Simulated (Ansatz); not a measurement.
System: La₂O.

Input file:

```
crystal:
  lattice:
    - [3.6775475488, 0.0, 0.0]
    - [0.0, 3.6775475488, 0.0]
    - [0.0, 0.0, 5.1503595798]
  atoms:
    - { symbol: La, position: [0.5, 0.5, 0.5] }
    - { symbol: La, position: [0.0, 0.0, 0.0] }
    - { symbol: O, position: [0.0, 0.0, 0.5] }
basis:
  ecutwfc: 500
kpoints:
  mp_grid: { grid: [10, 10, 8] }
  band_path:
    path:
      - [[0.0, 0.0, 0.0], [0.0, 0.5, 0.0], [0.5, 0.5, 0.0], [0.0, 0.0, 0.0], [0.0, 0.0, 0.5], [0.0, 0.5, 0.5], [0.5, 0.5, 0.5], [0.0, 0.0, 0.5]]
      - [[0.0, 0.5, 0.0], [0.0, 0.5, 0.5]]
      - [[0.5, 0.5, 0.0], [0.5, 0.5, 0.5]]
    npoints: 14
hamiltonian:
  xc: r2scan
scf:
  occupations: { method: gaussian, width: 0.1 }
  n_extra_bands: 7
output:
  forces: true
  stress: true
  eigenvalues: true
  populations: true
  dos: { projected: true, de: 0.02, nscf_kmesh: { grid: [12, 12, 10] } }
  bader: true
  write_density: true
  write_potential: true
  elf: true
  volumetric_format: npy
```

Run with:

```sh
ansatz run input.yaml --threads 1 --pin off --max-ram 2560MiB --backend cpu --events-out ev --progress --plain --runs-dir out
```

Below, planes, directions and counts refer to the conventional cell (a = 3.68 Å, b = 3.68 Å, c = 5.15 Å, α = 90.00°, β = 90.00°, γ = 90.00°).

Space group P4/mmm; a generated structure, not necessarily the stable one.

Method: DFT r2SCAN, scalar-relativistic, plane waves, PAW (Ansatz).

Question: Predict the valence pseudo-density and electron localisation function between the atoms.

Answer: La–O (2.58 Å): ρ is about 0.32 e/Å³ halfway; the ELF is about 0.15 at the midpoint (no localised pair shows between them).
Bader's partition of the density gives La +0.45 to +1.02 and O −1.47 e.

Question: Which way does charge flow, and how much by Bader's partition?

Answer: Electrons move from La towards O. Bader charges: La +0.45 to +1.02 and O −1.47 e.

Question: Metal or insulator at this level of theory?

Answer: It is metallic or semimetallic at this level of theory: no gap opens.

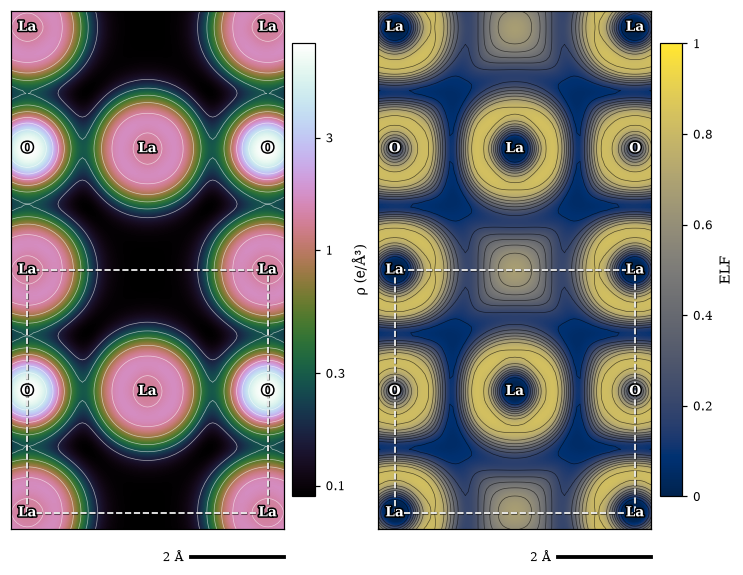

Computed valence pseudo-density and electron localisation function on the (11̄0) plane of the conventional cell, in this order. 

Core electrons are frozen (PAW), and the valence fields are smoothed inside the atomic spheres.
